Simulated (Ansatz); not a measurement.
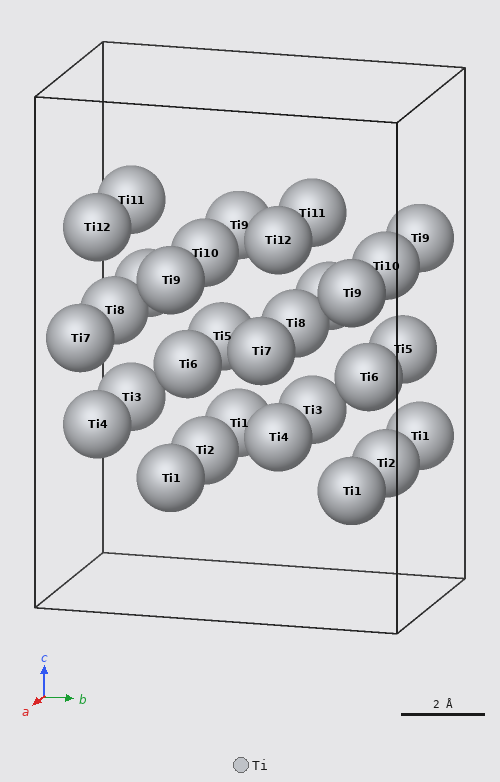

Figure 1. The input geometry (spheres-only view of the 1 × 2 repeat of the cell, with the vacuum cut short, seen slightly off an axis; atoms are numbered from 1 in the order of the input). An atom can appear more than once, as a periodic image.

# Ti: single-point calculation (part 1 of 2)

System: Ti (slab, 12 atoms in the cell).
Method: DFT PBE+D3(BJ), scalar-relativistic, plane waves, PAW, PAW set soft_1, no spin polarisation (Ansatz 0.2.0).

The structure derives from an entry of the Crystallography Open Database. Figures and captions count atoms from 1; the log counts them from 0 in places.

**Input**
```yaml
crystal:
  lattice:
    - [5.7723543929, 0.0, 0.0]
    - [0.0, 4.5739693188, 0.0]
    - [0.0, 0.0, 24.6019455519]
  atoms:
    - { symbol: Ti, position: [0.0, 0.75, 0.1625887673] }
    - { symbol: Ti, position: [0.5, 0.75, 0.1625887673] }
    - { symbol: Ti, position: [0.25, 0.25, 0.1964546902] }
    - { symbol: Ti, position: [0.75, 0.25, 0.1964546902] }
    - { symbol: Ti, position: [0.25, 0.75, 0.264186536] }
    - { symbol: Ti, position: [0.75, 0.75, 0.264186536] }
    - { symbol: Ti, position: [0.0, 0.25, 0.2979683293] }
    - { symbol: Ti, position: [0.5, 0.25, 0.2979683293] }
    - { symbol: Ti, position: [0.0, 0.75, 0.3632360283] }
    - { symbol: Ti, position: [0.5, 0.75, 0.3632360283] }
    - { symbol: Ti, position: [0.25, 0.25, 0.3963892015] }
    - { symbol: Ti, position: [0.75, 0.25, 0.3963892015] }
basis:
  ecutwfc: 420
kpoints:
  mp_grid: { grid: [5, 6, 1] }
hamiltonian:
  xc: pbe
  pseudopotentials: { kind: paw, azcp: { folder: soft_1 } }
  dispersion: d3bj
scf:
  occupations: { method: gaussian, width: 0.1 }
output:
  forces: true
  eigenvalues: true
  write_density: true
  write_potential: true
  elf: true
  volumetric_format: npy
efield:
  axis: 3
  dipole_correction: true
  ramp_width: 0.04
```

Machine: 4 threads of Arm Neoverse N1, 98 GiB of memory available, shared host.

Launch command:
```bash
ansatz run input.yaml --threads 4 --pin off --max-ram 12288MiB --backend cpu --events-out ev --progress --plain --runs-dir out
```

**Output**
```
Engine: ansatz 0.2.0, aarch64-unknown-linux-gnu
Pseudopotentials: kind: paw
Pseudopotential: Ti, paw, valence charge 12, recommended cutoff 420 eV (normal), [file]
Functional definition: PBE
  parameter kappa = 0.804
  parameter beta = 0.06672455060314922
  exchange = pbe_x(kappa = kappa, mu = beta*pi^2/3)
  correlation = pbe_c(beta = beta)
Crystal: 12 atoms, lattice volume = 649.555 Å³
Basis set: ecut = 420 eV, 12687 PW (Γ), exchange–correlation on 80×64×360 points (8 copies of the dense FFT grid, shifted against one another)
Bands: 87, of which v1, the nominal top of the filled ones, is band 72 counted from 1 (71 counted from 0)
Symmetry: 8 space group operations
Space group: Pmm2 (ITA 25), of the structure as read, at distance tolerance 8.7e-5 Å
k-points: 12 of 30
Non-local potential: Ti, projectors of the file, l = 0: 3, l = 1: 2, l = 2: 3, l = 3: 1
PAW form: soft (Blöchl's): semilocal exchange-correlation on the pseudo side does not see the compensation charge
PAW one-centre angular grid: Ti, 590 points (default); XC on 64 Gauss nodes
Initial density: superposition of atomic densities (neutral atoms: chi_scale 0, normalization atom)
Initial wavefunctions: pseudopotential atomic-orbital guess
Functional: x = pbe(κ = 0.804, μ = 0.2195149727645171), c = pbe(β = 0.06672455060314922)
SCF iter   1: F=—  HF=-30006.204814 eV  |F-HF|=—  |Δ(HF+E_count)|=         —  Δρ=4.97e-2  dr2=1.51e2  ethr=3.10e-3  p=0.000 e·Å  D=3.29e-7 V/Å  ΔV_dip=-0.00 eV  dr2_dipole=3.98e-1  V_vac-E_F(+/−)=8.19/8.19 eV  ⟨swp⟩=10.6  Hψ=5232  notcnv=0
efield: sawtooth ramp at fractional position 0.7595 (placed from the atoms, in the widest stretch of the axis that holds none; the zero of the levels goes with the place), width 0.0400; the density the first Hamiltonian is built on has a dipole p = 0.000 e·Å; the dipole correction subtracts the counter field D = 3.29e-7 V/Å, which shifts the + side's vacuum level by -0.00 eV against the − side's; the planar-averaged density in the ramp window peaks in size at 8.0e-7 e/Å³
preconditioner: auto → LDOS  [metal: Δε(μ)=0.039 eV  Ē_g=2.649 eV  σ=0.100 eV  W_gap=0.21  n_scr=108 (ndim 8)  ℏωp=10.1 eV  f_vac=0.595  D(μ)=15.91/eV (n_scr^D=108)  β→1.0]
SCF iter   2: F=—  HF=-30007.989359 eV  |F-HF|=—  |Δ(HF+E_count)|=    1.78e0  Δρ=6.31e-2  dr2=3.17e2  ethr=3.10e-3  p=-0.001 e·Å  D=-3.58e-4 V/Å  ΔV_dip=0.01 eV  dr2_dipole=1.45e-1  V_vac-E_F(+/−)=0.33/0.32 eV  ⟨swp⟩=13.8  Hψ=7567  notcnv=0  defer=28
SCF iter   3: F=—  HF=-29994.945384 eV  |F-HF|=—  |Δ(HF+E_count)|=    1.30e1  Δρ=1.65e-2  dr2=9.76e0  ethr=3.10e-3  p=-0.001 e·Å  D=-2.44e-4 V/Å  ΔV_dip=0.01 eV  dr2_dipole=2.11e-2  V_vac-E_F(+/−)=3.29/3.28 eV  ⟨swp⟩=6.7  Hψ=3291  notcnv=0  defer=43
SCF iter   4: F=—  HF=-29994.473029 eV  |F-HF|=—  |Δ(HF+E_count)|=   4.72e-1  Δρ=5.14e-3  dr2=3.57e-1  ethr=3.10e-3  p=-0.005 e·Å  D=-1.39e-3 V/Å  ΔV_dip=0.03 eV  dr2_dipole=3.99e-3  V_vac-E_F(+/−)=3.71/3.67 eV  ⟨swp⟩=4.8  Hψ=1793  notcnv=0  defer=35
SCF iter   5: F=—  HF=-29994.465430 eV  |F-HF|=—  |Δ(HF+E_count)|=   7.60e-3  Δρ=2.32e-3  dr2=6.20e-2  ethr=2.48e-4  p=-0.008 e·Å  D=-2.17e-3 V/Å  ΔV_dip=0.05 eV  dr2_dipole=3.65e-4  V_vac-E_F(+/−)=4.03/3.98 eV  ⟨swp⟩=2.7  Hψ=1498  notcnv=0  defer=35
SCF iter   6: F=—  HF=-29994.472825 eV  |F-HF|=—  |Δ(HF+E_count)|=   7.39e-3  Δρ=7.40e-4  dr2=6.87e-3  ethr=4.31e-5  p=-0.010 e·Å  D=-2.78e-3 V/Å  ΔV_dip=0.07 eV  dr2_dipole=1.15e-4  V_vac-E_F(+/−)=4.11/4.05 eV  ⟨swp⟩=2.2  Hψ=1233  notcnv=0  defer=34
SCF iter   7: F=—  HF=-29994.474182 eV  |F-HF|=—  |Δ(HF+E_count)|=   1.36e-3  Δρ=3.74e-4  dr2=1.86e-3  ethr=4.77e-6  p=-0.011 e·Å  D=-3.01e-3 V/Å  ΔV_dip=0.07 eV  dr2_dipole=1.88e-5  V_vac-E_F(+/−)=4.02/3.94 eV  ⟨swp⟩=2.9  Hψ=1534  notcnv=0  defer=34
SCF iter   8: F=—  HF=-29994.475162 eV  |F-HF|=—  |Δ(HF+E_count)|=   9.80e-4  Δρ=1.56e-4  dr2=6.61e-4  ethr=1.29e-6  p=-0.011 e·Å  D=-3.19e-3 V/Å  ΔV_dip=0.08 eV  dr2_dipole=9.97e-7  V_vac-E_F(+/−)=3.92/3.84 eV  ⟨swp⟩=2.3  Hψ=1338  notcnv=0  defer=34
SCF iter   9: F=—  HF=-29994.475166 eV  |F-HF|=—  |Δ(HF+E_count)|=   3.92e-6  Δρ=6.53e-5  dr2=1.23e-4  ethr=4.59e-7  p=-0.011 e·Å  D=-3.19e-3 V/Å  ΔV_dip=0.08 eV  dr2_dipole=1.49e-7  V_vac-E_F(+/−)=3.90/3.82 eV  ⟨swp⟩=2.2  Hψ=1270  notcnv=0  defer=34
SCF iter  10: F=—  HF=-29994.475206 eV  |F-HF|=—  |Δ(HF+E_count)|=   4.00e-5  Δρ=2.76e-5  dr2=1.70e-5  ethr=8.56e-8  p=-0.011 e·Å  D=-3.19e-3 V/Å  ΔV_dip=0.08 eV  dr2_dipole=1.30e-8  V_vac-E_F(+/−)=3.88/3.80 eV  ⟨swp⟩=2.5  Hψ=1367  notcnv=0  defer=34
SCF iter  11: F=—  HF=-29994.475399 eV  |F-HF|=—  |Δ(HF+E_count)|=   1.93e-4  Δρ=1.36e-5  dr2=9.21e-7  ethr=1.18e-8  p=-0.011 e·Å  D=-3.17e-3 V/Å  ΔV_dip=0.08 eV  dr2_dipole=6.44e-9  V_vac-E_F(+/−)=3.87/3.79 eV  ⟨swp⟩=3.2  Hψ=1455  notcnv=0  defer=34
SCF iter  12: F=—  HF=-29994.475402 eV  |F-HF|=—  |Δ(HF+E_count)|=   2.64e-6  Δρ=4.46e-6  dr2=1.19e-7  ethr=6.39e-10  p=-0.011 e·Å  D=-3.15e-3 V/Å  ΔV_dip=0.08 eV  dr2_dipole=8.47e-11  V_vac-E_F(+/−)=3.87/3.79 eV  ⟨swp⟩=3.3  Hψ=1623  notcnv=0  defer=34
SCF iter  13: F=-29994.475402 eV  HF=-29994.475402 eV  |F-HF|=3.60e-8  |Δ(HF+E_count)|=   1.89e-7  Δρ=1.32e-6  dr2=2.16e-8  ethr=6.94e-11  p=-0.011 e·Å  D=-3.15e-3 V/Å  ΔV_dip=0.08 eV  dr2_dipole=2.31e-10  V_vac-E_F(+/−)=3.87/3.79 eV  ⟨swp⟩=27.9  Hψ=10108  notcnv=0
SCF 1 converged in 13 iterations: F = -29994.475402 eV  dr2 = 2.16e-8
  greatest PAW one-centre occupation: 0.999 electrons in one spin orbital (limit 2), on the Ti atom at site 5 (counted from 0), in its partial waves of l = 0
```

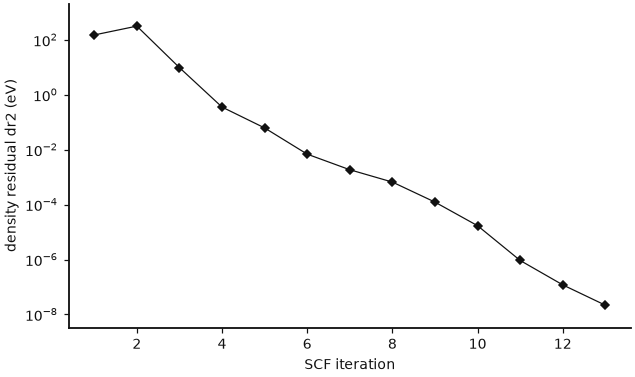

Figure 2. Convergence of the self-consistent field: density residual dr2 against the SCF iteration. The residual comes down, with one marked jump up, by a factor of about 2, at step 2.

```
WARN: The input density's exchange-correlation potential varies sharply where the density is thin. Do not read a vacuum level from v_tot or v_xc, or from such a field of the output density. On a cell that repeats whose density bears no net charge and no dipole along the vacuum's axis use v_es (v_loc + v_h of the components); under efield.dipole_correction with no amplitude use v_es + v_field, which holds any external_charges[].barrier, or the levels of the report's work_function block, which leave it out; under a non-zero efield.amplitude the vacuum is tilted and has no level; on a cell that repeats and bears such a dipole with no correction it is tilted too, and efield.dipole_correction with no amplitude gives each side of its ramp a level where efield: is served; in a cell that repeats whose density bears a net charge (total_charge, or a fill off its count) it is curved and has none; of a slab under crystal.periodic whose density bears no net charge use v_es, which has a level on each side, short of where the two are joined; of another it falls or rises all the way out and has none; of a slab beside external_charges read slab_vacuum_level instead, which it has where they leave it neutral. The grid or the basis barely resolves most such structure, and the values can differ between equally converged runs; as a rule a tighter scf.convergence.dr2_threshold does not remove it. Where the density itself ripples (under the LDA too) a higher basis.ecutwfc lessens it. The files hold the spikes' plane waves up to the density's cutoff. Files: v_tot and the like, and their columns of v_z.tsv (output.write_potential); v_xc and the like, and their columns of v_comp_z.tsv (output.write_potential_components); where files of the output density stand in their place, no point of their own thin density is over the threshold below, and this is of outcome.potential() and, of a run that writes arrays (npy), the arrays of these names. Measured: with its Gaussian average of σ = 0.25 Å subtracted twice, the exchange-correlation potential is over 0.1 eV at 12 of the grid points where the equally averaged density (valence and model cores) is under 1e-3 e/Å³, and 0.126 eV at the most among them, at an averaged density of -8.6e-9 e/Å³ (the average of a rippling density can be negative). See output.write_potential in the manual, Limitations
SCF converged after 13 iterations
Free energy (F): -29994.475402 eV
Harris-Foulkes:  -29994.475402 eV  (|F-HF|=3.60e-8)
Internal energy: -29994.372253 eV  (E = F + TS)
E sigma→0 (E₀):  -29994.423828 eV
Entropy (-TS):   -0.103149 eV (-8.596 meV/atom)
Fermi energy:    1.761850 eV
Dipole field:    D = -0.003158 V/Å  (p = -0.011334 e·Å, saw-weighted, corrected)
Work function:   Φ+ = 3.8675 eV   Φ− = 3.7898 eV
Levels:          The Fermi level and band energies are counted from a zero that moves with the ramp; work functions are not
--- Per-component energies (eV) ---
  E_band       = -3559.432286
  E_kinetic    = 3381.249619
  E_local      = -155589.915644  (includes V_loc(G=0)·N_el)
  E_nonlocal   = 731.700498
  E_hartree    = 75876.210192
  E_xc         = -1389.985463
  E_vxc        = -1740.051705  (∫ρ·V_xc dr)
  E_paw        = -12510.538014  (= ΣΔE_a)
  E_vpaw       = -2094.857849  (= ΣTr[D̂ρ^β])
  E_aug_tail   = -0.000917  (compensation charges beyond the density's cutoff)
  E_efield     = 0.000018  (sawtooth field / dipole correction)
  E_vefield    = 0.007287  (∫n·V_field dr)
  E_ewald      = 59512.128328
  E_disp       = -5.220870  (pairwise vdW)
  E_smearing   = -0.103149  (= −TS)
  E_closure    = -0.000000  (closes the sum)
  Σ components = -29994.475402   (vs F -29994.475402, Δ=0.00e0)
--- Forces (eV/Å), atoms counted from 1 ---
  atom   1  Ti     0.00000000     0.00000000     0.17240513
  atom   2  Ti     0.00000000     0.00000000     0.17240513
  atom   3  Ti     0.00000000     0.00000000     0.11722699
  atom   4  Ti     0.00000000     0.00000000     0.11722699
  atom   5  Ti     0.00000000     0.00000000    -0.31345928
  atom   6  Ti     0.00000000     0.00000000    -0.31345928
  atom   7  Ti     0.00000000     0.00000000    -0.00389654
  atom   8  Ti     0.00000000     0.00000000    -0.00389654
  atom   9  Ti     0.00000000     0.00000000     0.00932582
  atom  10  Ti    -0.00000000     0.00000000     0.00932582
  atom  11  Ti     0.00000000    -0.00000000     0.01843484
  atom  12  Ti    -0.00000000     0.00000000     0.01843484
  max |Σ_I F_I| component: 7.39e-5 eV/Å
--- Band table (eV; the first three rows and the last of 12) ---
```
